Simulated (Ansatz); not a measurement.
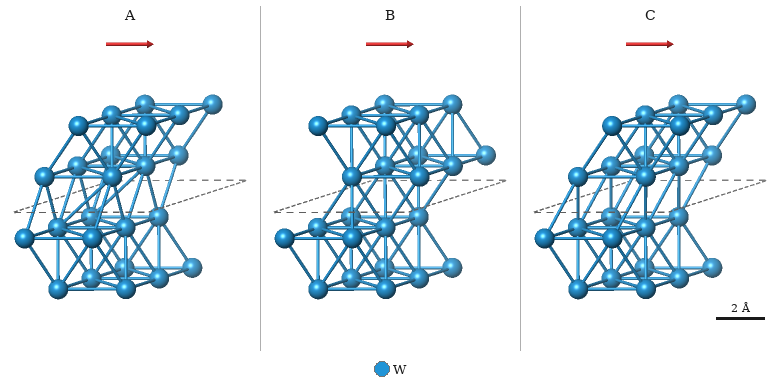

Solid W (Fm-3m): the crystal above a cut along the (1 1 1) plane of the conventional cell (between a plane of W below and one of W above, 2.31 Å apart) is slid rigidly by fractions of an in-plane lattice vector 2.83 Å long (a generalised stacking fault). One cut stands in each cell, which starts 13.8 Å high; nothing is relaxed, and the dashed outline marks the cut, the arrow on top the direction of slip. A ball-and-stick model of the layers on both sides of the cut, seen from the side, nearly along the cut plane.

Theory: Ansatz, DFT PBEsol, scalar-relativistic, plane waves, PAW. Set-up: plane-wave cutoff 420 eV; k-point mesh 24 × 24 × 5; occupations gaussian; smearing width 0.15 eV; no spin polarisation. Energies (free energies at the smearing named) are counted from the relaxed crystal.

**Order these geometries by energy, lowest first.**

Lowest first: B (the slip 0.00, 0 mJ/m²), A (the slip 0.30, 221 mJ/m²), C (the slip 0.50, 870 mJ/m²). Over the whole scan: the curve starts and ends at zero, since a full lattice vector restores the crystal. Its highest computed point is 870 mJ/m² at slip 0.50. The points are too sparse to place its extrema closely. Relaxation across the fault would lower the values.
